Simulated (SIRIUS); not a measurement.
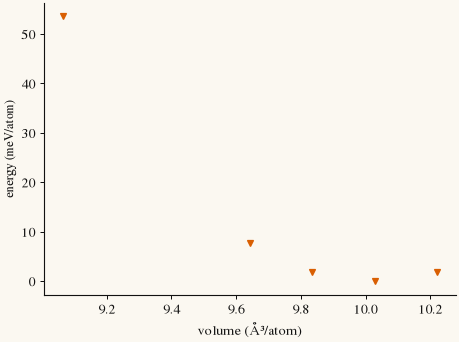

Plotted: energy against volume for CuO, space group P-6m2 (No. 187) (cell built by us, not taken from a database).

Starting cell:
```yaml
crystal:
  lattice:
    - [2.83633, 0.00000, 0.00000]
    - [-1.41816, 2.45633, 0.00000]
    - [0.00000, 0.00000, 2.76811]
  atoms:
    - { symbol: Cu, position: [0.00000, 0.00000, 0.00000] }
    - { symbol: O, position: [0.66667, 0.33333, 0.50000] }
```

Calculation (SIRIUS 7.12.0): all-electron LAPW DFT, no spin polarisation; energies at scaled volumes of the given cell, shape and fractions fixed, counted from the fit's minimum, third-order Birch-Murnaghan fit. Level: BLYP.

k mesh 6×6×5; occupations Fermi–Dirac; smearing width 0.05 eV; potentials all electron FP LAPW; program settings basis apw+lo standard, gk cutoff 4.62 1/bohr, pw cutoff 24 1/bohr.

The points at volume 9.26 Å³/atom and 9.45 Å³/atom are left out of the plot. What values does the calculation give there?

```json
{"volume (Å³/atom)": "9.26", "energy (meV/atom)": "32.85"}
{"volume (Å³/atom)": "9.45", "energy (meV/atom)": "17.83"}
```

Caveats: coarse k mesh; shape and atomic fractions are frozen while scaling, which makes layered, chain and framework solids too stiff.
